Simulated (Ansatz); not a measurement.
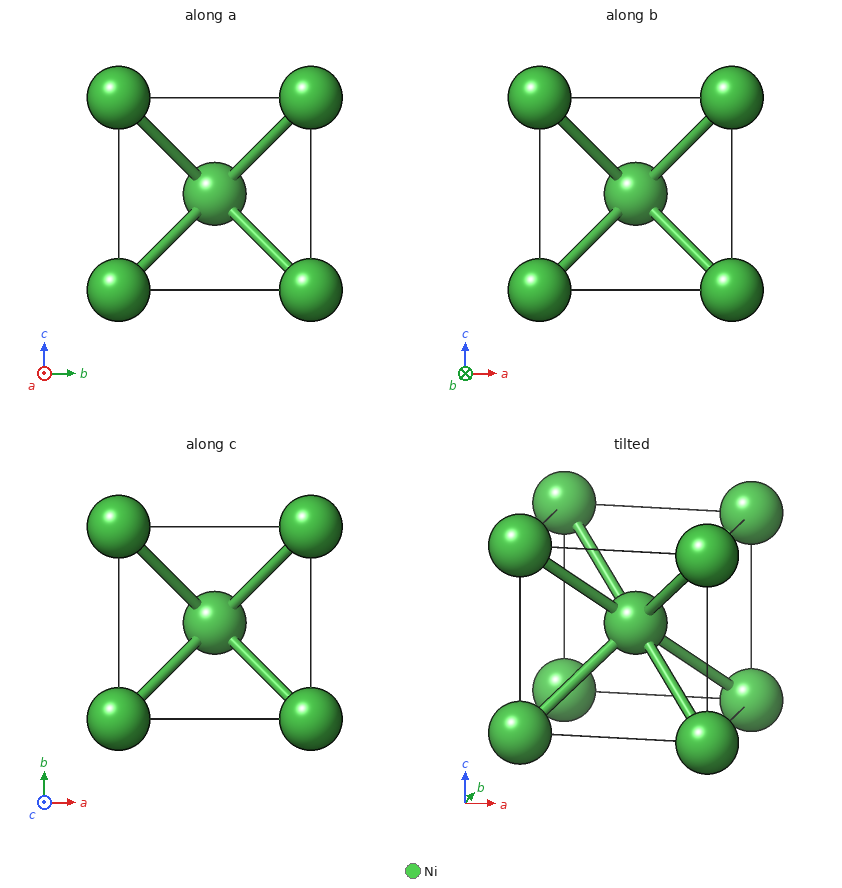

This ball-and-stick model is shown along the a axis, along the b axis, along the c axis and slightly off an axis. Thin lines show the conventional unit cell, with boundary atoms drawn in all their periodic places.

Lattice parameters: a = 2.765 Å, b = 2.765 Å, c = 2.765 Å, α = 90.00°, β = 90.00°, γ = 90.00°. Put a along x and b in the xy plane.

> Turn the picture into a POSCAR file.

```
Ni
1.0
     2.765    0.000    0.000
     0.000    2.765    0.000
     0.000    0.000    2.765
Ni
2
Direct
  0.0000 0.0000 0.0000
  0.5000 0.5000 0.5000
```

The model was built from a structure type filled with this element by a generator (whether the element takes this form wasn't checked). Earlier steps of the study may have refined or changed the cell and positions. It was run through Ansatz as a DFT input.
